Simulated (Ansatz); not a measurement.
**Density-of-states calculation of MoP (part 2 of 2)**

Continued. System: MoP (2 atoms in the cell). Method: DFT LC-wPBE, scalar-relativistic, plane waves, PAW, no spin polarisation (Ansatz 0.2.0); cutoff 420 eV, 6×6×6 k-mesh, Gaussian smearing of 0.05 eV. The structure derives from an entry of the Crystallography Open Database.

Geometry of the input (Å; fractional positions):
```
3.2230  0.0000  0.0000
-1.6115  2.7912  0.0000
0.0000  0.0000  3.1910
Mo 0.0000  0.0000  0.0000
P  0.3333  0.6667  0.5000
```

Log, continued
```
SCF iter   1: F=—  HF=-5711.728059 eV  |F-HF|=—  |Δ(HF+E_count)|=         —  Δρ=5.16e-4  dr2=1.83e-4  ethr=3.53e-5  ⟨swp⟩=2.0  Hψ=1064  notcnv=0
preconditioner: auto → none  [insulator: Δε(μ)=1.331 eV  Ē_g=20.674 eV  σ=0.050 eV  W_gap=1.00  n_scr=8 (ndim 8)  ℏωp=23.0 eV  f_vac=0.000  D(μ)=0.00/eV (n_scr^D=0)]
SCF iter   2: F=-5711.728426 eV  HF=-5711.728430 eV  |F-HF|=3.15e-6  |Δ(HF+E_count)|=   3.71e-4  Δρ=2.59e-4  dr2=4.36e-5  ethr=1.55e-7  ⟨swp⟩=3.0  Hψ=863  notcnv=0
SCF 5 stopped early in 2 iterations: F = -5711.728426 eV  dr2 = 4.36e-5
hybrid outer 4: dexx = +5.705e-4 eV, tail = 1.51e-3 eV, Δε = 4.37e-2 eV (about 2.92e-2 eV left of the loop's levels)
Exchange kernel: α = 0.0000 at short range, 1.0000 at long range (ω = 0.7559 Å⁻¹), several ranges, Wigner–Seitz truncation, v(0) = 11541.9907 eV·Å³, q-mesh 6×6×6, nearest image of the exchange supercell L = 19.15 Å, pair-density grid 18×18×18, without the augmentation charges, whose exchange is taken in its separable form by FFT convolution over the k-point mesh (sized by the pseudopotential files, none under that of scf.exx.ecutfock_ratio: 2, 20×20×24 at the most), smooth part of the exact exchange by density-matrix convolution
Frozen-core exchange: fock
SCF iter   1: F=—  HF=-5711.726527 eV  |F-HF|=—  |Δ(HF+E_count)|=         —  Δρ=1.85e-4  dr2=2.03e-4  ethr=2.34e-6  ⟨swp⟩=2.4  Hψ=1074  notcnv=0
preconditioner: auto → none  [insulator: Δε(μ)=1.319 eV  Ē_g=20.673 eV  σ=0.050 eV  W_gap=1.00  n_scr=8 (ndim 8)  ℏωp=23.0 eV  f_vac=0.000  D(μ)=0.00/eV (n_scr^D=0)]
SCF iter   2: F=—  HF=-5711.728519 eV  |F-HF|=—  |Δ(HF+E_count)|=   1.99e-3  Δρ=6.80e-5  dr2=6.75e-6  ethr=3.42e-8  ⟨swp⟩=3.0  Hψ=1047  notcnv=0
SCF iter   3: F=—  HF=-5711.728544 eV  |F-HF|=—  |Δ(HF+E_count)|=   2.44e-5  Δρ=5.34e-5  dr2=1.32e-6  ethr=4.70e-9  ⟨swp⟩=3.1  Hψ=930  notcnv=0  defer=1
SCF iter   4: F=—  HF=-5711.728543 eV  |F-HF|=—  |Δ(HF+E_count)|=   2.17e-7  Δρ=1.55e-5  dr2=7.08e-7  ethr=3.13e-9  ⟨swp⟩=2.2  Hψ=811  notcnv=0
Mixer restart at iter 4: flushing history
SCF iter   5: F=—  HF=-5711.728545 eV  |F-HF|=—  |Δ(HF+E_count)|=   1.94e-6  Δρ=1.52e-5  dr2=1.74e-7  ethr=1.66e-10  ⟨swp⟩=3.3  Hψ=1269  notcnv=0  defer=3
SCF iter   6: F=—  HF=-5711.728546 eV  |F-HF|=—  |Δ(HF+E_count)|=   3.19e-7  Δρ=9.25e-6  dr2=7.48e-8  ethr=1.20e-10  ⟨swp⟩=2.8  Hψ=843  notcnv=0  defer=3
SCF iter   7: F=-5711.728546 eV  HF=-5711.728546 eV  |F-HF|=5.49e-9  |Δ(HF+E_count)|=   1.72e-7  Δρ=3.63e-6  dr2=7.71e-9  ethr=4.21e-11  ⟨swp⟩=3.2  Hψ=1114  notcnv=0  defer=3
SCF 6 converged in 7 iterations: F = -5711.728546 eV  dr2 = 7.71e-9
  Residual-converged pass: ⟨swp⟩=2.5  Hψ=793  notcnv=0  max |occ|·‖R‖ = 2.4e-6 eV (tolerance 2.4e-6 eV)  dr2=7.73e-9  dr2_onsite=2.35e-10  max |Δocc| = 1.2e-87
hybrid outer 5: dexx = +6.032e-5 eV, tail = 4.07e-6 eV, Δε = 1.46e-2 eV (about 4.98e-3 eV left of the loop's levels)
Exchange kernel: α = 0.0000 at short range, 1.0000 at long range (ω = 0.7559 Å⁻¹), several ranges, Wigner–Seitz truncation, v(0) = 11541.9907 eV·Å³, q-mesh 6×6×6, nearest image of the exchange supercell L = 19.15 Å, pair-density grid 18×18×18, without the augmentation charges, whose exchange is taken in its separable form by FFT convolution over the k-point mesh (sized by the pseudopotential files, none under that of scf.exx.ecutfock_ratio: 2, 20×20×24 at the most), smooth part of the exact exchange by density-matrix convolution
Frozen-core exchange: fock
SCF iter   1: F=—  HF=-5711.728546 eV  |F-HF|=—  |Δ(HF+E_count)|=         —  Δρ=5.12e-6  dr2=1.25e-8  ethr=1.26e-9  ⟨swp⟩=4.0  Hψ=1343  notcnv=0
preconditioner: auto → none  [insulator: Δε(μ)=1.315 eV  Ē_g=20.676 eV  σ=0.050 eV  W_gap=1.00  n_scr=8 (ndim 8)  ℏωp=23.0 eV  f_vac=0.000  D(μ)=0.00/eV (n_scr^D=0)]
SCF iter   2: F=-5711.728546 eV  HF=-5711.728546 eV  |F-HF|=4.67e-10  |Δ(HF+E_count)|=   3.41e-9  Δρ=1.49e-6  dr2=1.26e-9  ethr=6.24e-11  ⟨swp⟩=3.0  Hψ=872  notcnv=0  defer=1
SCF 7 converged in 2 iterations: F = -5711.728546 eV  dr2 = 1.26e-9
  Residual-converged pass: ⟨swp⟩=3.0  Hψ=908  notcnv=0  max |occ|·‖R‖ = 2.4e-6 eV (tolerance 2.4e-6 eV)  dr2=1.27e-9  dr2_onsite=5.37e-11  max |Δocc| = 1.7e-86
hybrid outer 6: dexx = +2.958e-9 eV, tail = 2.71e-9 eV, Δε = 2.02e-4 eV (about 9.61e-5 eV left of the loop's levels), ΔF = 5.55e-17 eV/Å (tail 2.45e-17)
Exchange kernel: α = 0.0000 at short range, 1.0000 at long range (ω = 0.7559 Å⁻¹), several ranges, Wigner–Seitz truncation, v(0) = 11541.9907 eV·Å³, q-mesh 6×6×6, nearest image of the exchange supercell L = 19.15 Å, pair-density grid 18×18×18, without the augmentation charges, whose exchange is taken in its separable form by FFT convolution over the k-point mesh (sized by the pseudopotential files, none under that of scf.exx.ecutfock_ratio: 2, 20×20×24 at the most), smooth part of the exact exchange by density-matrix convolution
Frozen-core exchange: fock
iter 1 solved again at ethr=2.54e-6 eV; its pass at ethr=1.00e-1 eV (dr2=4.83e-4 eV) is discarded
SCF iter   1: F=—  HF=-5711.739362 eV  |F-HF|=—  |Δ(HF+E_count)|=         —  Δρ=1.66e-3  dr2=6.58e-4  ethr=2.54e-6  ⟨swp⟩=2.3  Hψ=1620  notcnv=0
preconditioner: auto → none  [insulator: Δε(μ)=1.943 eV  Ē_g=20.680 eV  σ=0.050 eV  W_gap=1.00  n_scr=8 (ndim 8)  ℏωp=23.0 eV  f_vac=0.000  D(μ)=0.00/eV (n_scr^D=0)]
SCF iter   2: F=—  HF=-5711.739175 eV  |F-HF|=—  |Δ(HF+E_count)|=   1.87e-4  Δρ=6.31e-4  dr2=2.10e-4  ethr=2.53e-6  ⟨swp⟩=2.2  Hψ=812  notcnv=0
SCF iter   3: F=—  HF=-5711.739548 eV  |F-HF|=—  |Δ(HF+E_count)|=   3.73e-4  Δρ=4.14e-4  dr2=5.73e-5  ethr=3.04e-7  ⟨swp⟩=2.4  Hψ=817  notcnv=0
SCF iter   4: F=—  HF=-5711.739635 eV  |F-HF|=—  |Δ(HF+E_count)|=   8.75e-5  Δρ=2.38e-4  dr2=1.90e-5  ethr=9.59e-8  ⟨swp⟩=2.6  Hψ=825  notcnv=0
iter 5 solved again at ethr=1.89e-9 eV; its pass at ethr=4.38e-8 eV (dr2=3.59e-7 eV) is discarded
SCF iter   5: F=—  HF=-5711.739664 eV  |F-HF|=—  |Δ(HF+E_count)|=   2.86e-5  Δρ=3.24e-5  dr2=1.07e-6  ethr=1.89e-9  ⟨swp⟩=2.2  Hψ=2107  notcnv=0  defer=1
SCF iter   6: F=-5711.739665 eV  HF=-5711.739665 eV  |F-HF|=4.93e-7  |Δ(HF+E_count)|=   9.32e-7  Δρ=3.37e-5  dr2=6.77e-7  ethr=1.89e-9  ⟨swp⟩=2.9  Hψ=847  notcnv=0  defer=1
SCF 8 stopped early in 6 iterations: F = -5711.739665 eV  dr2 = 6.77e-7
hybrid outer 1: dexx = +1.042e-3 eV, tail = 1.77e-6 eV
Exchange kernel: α = 0.0000 at short range, 1.0000 at long range (ω = 0.7559 Å⁻¹), several ranges, Wigner–Seitz truncation, v(0) = 11541.9907 eV·Å³, q-mesh 6×6×6, nearest image of the exchange supercell L = 19.15 Å, pair-density grid 18×18×18, without the augmentation charges, whose exchange is taken in its separable form by FFT convolution over the k-point mesh (sized by the pseudopotential files, none under that of scf.exx.ecutfock_ratio: 2, 20×20×24 at the most), smooth part of the exact exchange by density-matrix convolution
Frozen-core exchange: fock
SCF iter   1: F=—  HF=-5711.739671 eV  |F-HF|=—  |Δ(HF+E_count)|=         —  Δρ=3.27e-6  dr2=2.67e-8  ethr=4.65e-8  ⟨swp⟩=3.8  Hψ=1323  notcnv=0
preconditioner: auto → none  [insulator: Δε(μ)=2.025 eV  Ē_g=20.681 eV  σ=0.050 eV  W_gap=1.00  n_scr=8 (ndim 8)  ℏωp=23.0 eV  f_vac=0.000  D(μ)=0.00/eV (n_scr^D=0)]
SCF iter   2: F=—  HF=-5711.739671 eV  |F-HF|=—  |Δ(HF+E_count)|=   6.87e-8  Δρ=5.57e-6  dr2=1.78e-8  ethr=1.00e-11  ⟨swp⟩=3.6  Hψ=1117  notcnv=0  defer=2
SCF iter   3: F=-5711.739671 eV  HF=-5711.739671 eV  |F-HF|=3.80e-9  |Δ(HF+E_count)|=   9.80e-9  Δρ=3.33e-6  dr2=6.52e-9  ethr=1.00e-11  ⟨swp⟩=3.1  Hψ=1086  notcnv=0  defer=1
SCF 9 converged in 3 iterations: F = -5711.739671 eV  dr2 = 6.52e-9
  Residual-converged pass: ⟨swp⟩=2.0  Hψ=797  notcnv=0  max |occ|·‖R‖ = 2.2e-6 eV (tolerance 2.4e-6 eV)  dr2=6.52e-9  dr2_onsite=2.11e-10  max |Δocc| = 1.4e-188
```

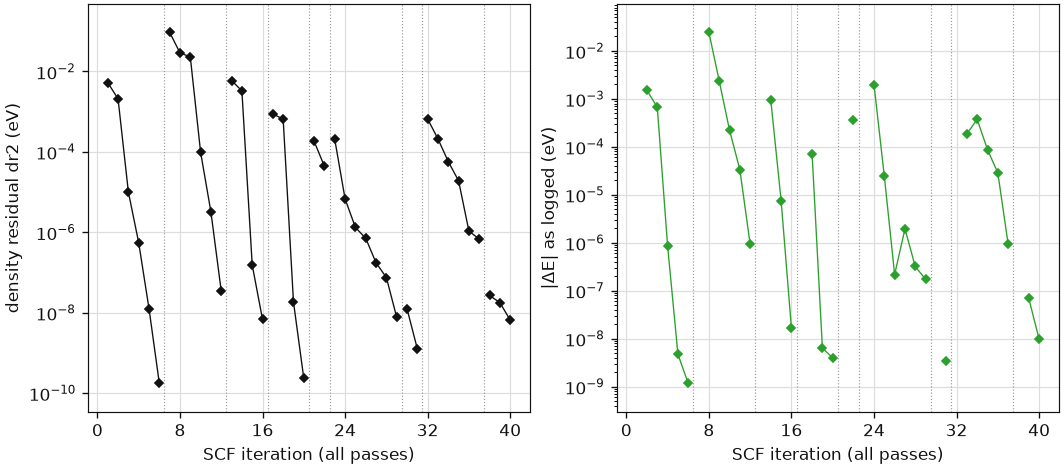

Fig. 1: Convergence of the self-consistent field: density residual dr2 and size of the energy change against the SCF iteration. The run starts with a semilocal functional; after that each stretch between dotted lines is one SCF of the hybrid functional between two exact rebuilds of the exchange operator by the outer loop. Early passes are stopped at a loose threshold. The 9 passes take 2 to 7 iterations each, 40 in all.

```
hybrid outer 2: dexx = +1.195e-7 eV, tail = 1.41e-8 eV, Δε = 1.15e-3 eV (about 1.75e-4 eV left of the loop's levels)
hybrid SCF converged: 2 outer / 9 inner (+0 warm-up), last move |dexx| = 1.19e-7 eV, tail = 1.41e-8 eV
Stability not checked: this state was not tested for a lower state beside it, because the functional holds exact exchange (a hybrid, or Hartree-Fock), whose exchange loop this test does not read (fock_operator; see scf.lower_state_search)
Free energy (F): -5711.739671 eV
Frozen-core exchange: fock
Harris-Foulkes:  -5711.739671 eV  (|F-HF|=3.80e-9)
Internal energy: -5711.739671 eV  (E = F + TS)
E sigma→0 (E₀):  -5711.739671 eV
Fermi energy:    17.091826 eV
--- Per-component energies (eV) ---
  E_band       = -155.776362
  E_kinetic    = 515.286999
  E_local      = -1015.994243  (includes V_loc(G=0)·N_el)
  E_nonlocal   = 172.869812
  E_hartree    = 351.900220
  E_xc         = -153.076248
  E_vxc        = -201.035632  (∫ρ·V_xc dr)
  E_exx        = -95.529980  (= α·E_x^exact, valence–valence)
  E_paw        = -3767.205950  (= ΣΔE_a)
  E_vpaw       = -139.645974  (= ΣTr[D̂ρ^β])
  E_aug_tail   = 0.000051  (compensation charges beyond the density's cutoff)
  E_ewald      = -1719.998868
  E_core_change = 0.008535  (= ΣΔE_core)
  E_smearing   = -0.000000  (= −TS)
  E_closure    = -0.000000  (closes the sum)
  Σ components = -5711.739671   (vs F -5711.739671, Δ=-9.09e-13)
--- Forces (eV/Å), atoms counted from 1 ---
  atom   1  Mo    -0.00000000     0.00000000    -0.00000000
  atom   2  P      0.00000000     0.00000000    -0.00000000
  max |Σ_I F_I| component: 1.50e-17 eV/Å
--- Stress (GPa, compression-positive) ---
      -14.047849       0.000000      -0.000000
        0.000000     -14.047849       0.000000
       -0.000000       0.000000     -12.747820
  P = ⅓ Tr σ = -13.6145 GPa (-136.145 kbar)
--- Band table (eV; the first three rows and the last of 28) ---
  k-point 0: bands = ["-50.6868", "-24.1199", "-23.9122", "-23.9122", "-2.9301", "9.8504", "10.1691", "10.1691", "14.7274", "15.5874", "15.5874", "24.1765", "24.1765", "25.5716", "29.9016", "29.9016", "30.0887", "34.8337", "34.8337"]
  k-point 1: bands = ["-50.6809", "-24.2236", "-23.9048", "-23.9048", "-2.3600", "8.6941", "10.4794", "10.4794", "14.3147", "14.3147", "15.7271", "24.9296", "24.9296", "25.9552", "29.5846", "29.5846", "31.7921", "36.3705", "36.3705"]
  k-point 2: bands = ["-50.6723", "-24.4383", "-23.8898", "-23.8898", "-0.8863", "6.0250", "11.0472", "11.0472", "12.8751", "12.8751", "19.8753", "23.7114", "23.7114", "26.9948", "31.8515", "32.3060", "32.3060", "35.2287", "37.4745"]
  k-point 27: bands = ["-50.6227", "-24.4603", "-24.2573", "-24.2558", "1.0313", "5.5998", "7.3547", "10.3421", "12.9861", "21.9465", "23.6414", "24.6933", "24.7125", "25.2846", "25.8188", "32.0316", "32.2376", "36.3881", "40.5666"]
--- Löwdin populations: 2 sites ---
  site symbol       q [e]
     0     Mo     13.9625
     1      P      4.8375
  spilling = 0.010529 (of n_electrons = 19.000000)
```

File populations.tsv
```
# site	symbol	l	j	q
# orbitals = lowdin
# n_electrons = 19.000000
# spilling = 0.010529
0	Mo	0_4S	-	1.953430
0	Mo	0_5S	-	0.516601
0	Mo	1_4P	-	5.984597
0	Mo	2_4D	-	5.507822
1	P	0_3S	-	1.312057
1	P	1_3P	-	3.525433
```

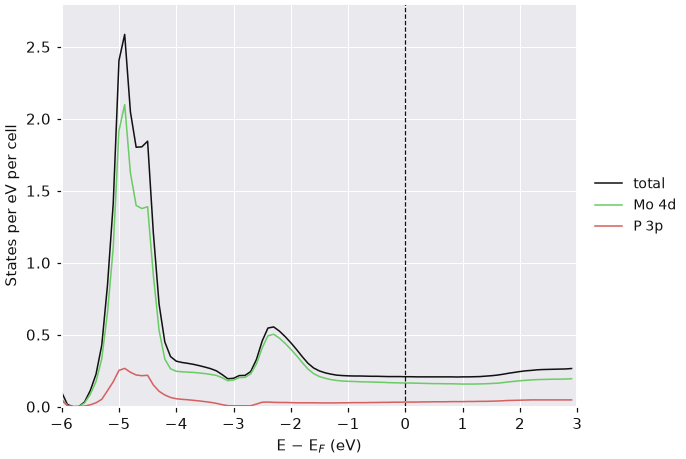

Fig. 2: Density of states (projected on Löwdin-orthogonalised atomic shells), with energies from the Fermi level. There are states at the Fermi level: a metal at this level of theory.

Summary

| quantity | value |
| --- | --- |
| outcome | converged |
| space group (tolerance 0.01 Å) | P-6m2 (187) |
| electrons treated | 19 |
| free energy | −5711.7397 eV |
| Fermi energy | 17.092 eV |
| gap on the k-point mesh | none (metallic) |
| pressure | −13.61 GPa |
| largest force (length of the vector) | under 0.001 eV/Å |
| wall time | 21 s (CPU time 72 s) |
| peak memory | 1.2 GiB |

Notes

Warnings of the run: the exchange loop's threshold is looser than advised for the stress; the SCF threshold is looser than advised for the printed stress. The cell is under a tension of 13.6 GPa at this level, so it is not at its equilibrium volume.
